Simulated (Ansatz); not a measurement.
# C$_{3}$N$_{4}$: what the fields show

```
C N
1.0
     6.41528    0.00000    0.00000
    -3.20764    5.55579    0.00000
     0.00000    0.00000    2.41133
C N
6 8
Direct
  0.22678 0.82157 0.75000
  0.40520 0.22678 0.25000
  0.82157 0.59480 0.25000
  0.17843 0.40520 0.75000
  0.59480 0.77322 0.75000
  0.77322 0.17843 0.25000
  0.33333 0.66667 0.75000
  0.66667 0.33333 0.25000
  0.96661 0.67000 0.75000
  0.29661 0.96661 0.25000
  0.67000 0.70339 0.25000
  0.33000 0.29661 0.75000
  0.03339 0.33000 0.25000
  0.70339 0.03339 0.75000
```

Space group P6₃/m; a structure from a database of computed crystals, not necessarily the ambient phase; started from the beta-nitride host prototype, which need not be the ambient phase.

The calculation used DFT, r2SCAN, plane waves, PAW in Ansatz.

The density is the valence pseudo-density of a PAW calculation; it isn't the true density close to the nuclei.

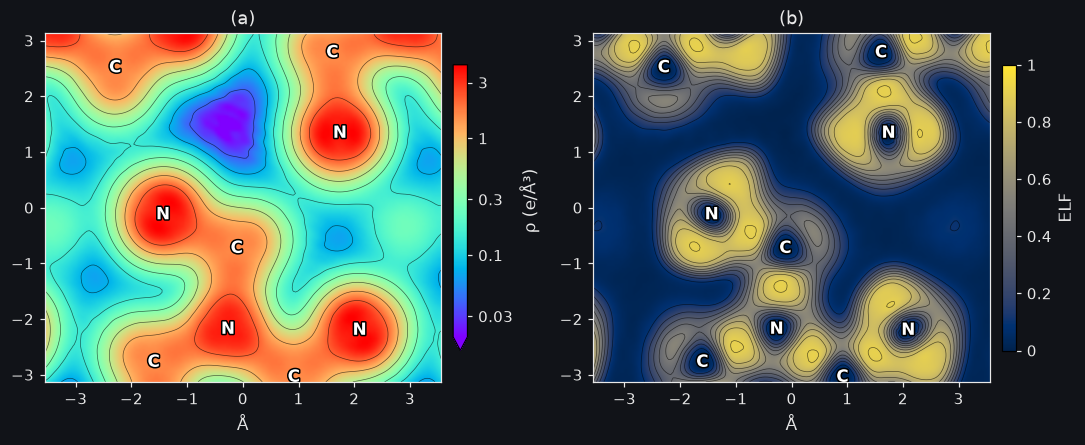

Figure 1. (a) valence electron density; (b) ELF on the (001) plane of the conventional cell.

What do the fields say about this system?

Answer. The plane passes through C and N nuclei. C–N (1.46 Å): ρ is about 2 e/Å³ halfway; the ELF peaks at about 0.90 between the atoms; a shared electron pair. Between the atoms the lowest density in this plane is 0.01 e/Å³. The ELF also peaks beside N, away from the bonds: lone-pair regions.

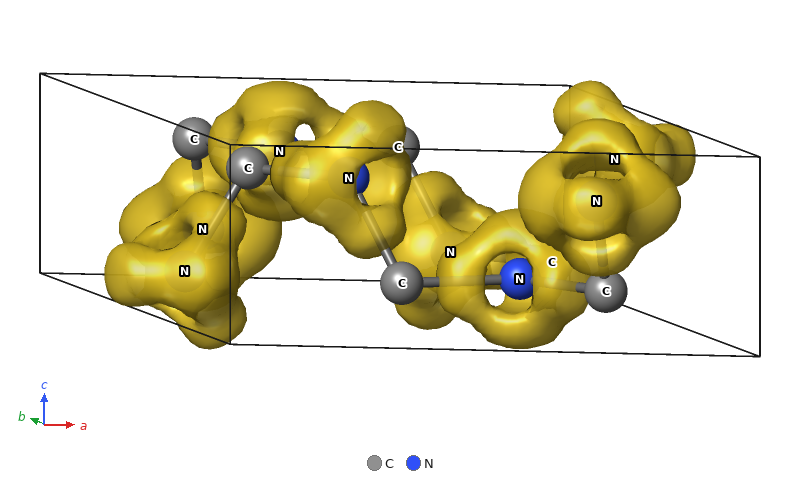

Figure 2. Isosurface of the ELF at 0.75 (yellow), seen slightly off an axis. Only the valence region is drawn (cores and ρ < 0.01 e/Å³ removed). Sticks mark near contacts.

Describe the localisation domains.

Answer. At this value the surface marks out eight regions on N in which the atom's valence shell and bonds are merged, counted in one cell of 14 atoms. Any copies at cell faces, edges or corners count once. Along the contacts the grid gives the following. C–N (1.45 Å): the ELF peaks at about 0.90 between the atoms, as expected for a covalent bond.

Does the calculation make it a metal, or give it a gap?

Answer. It is gapped, with a Kohn–Sham gap of 3.8 eV on the k-point mesh, an upper bound to the gap of this method.
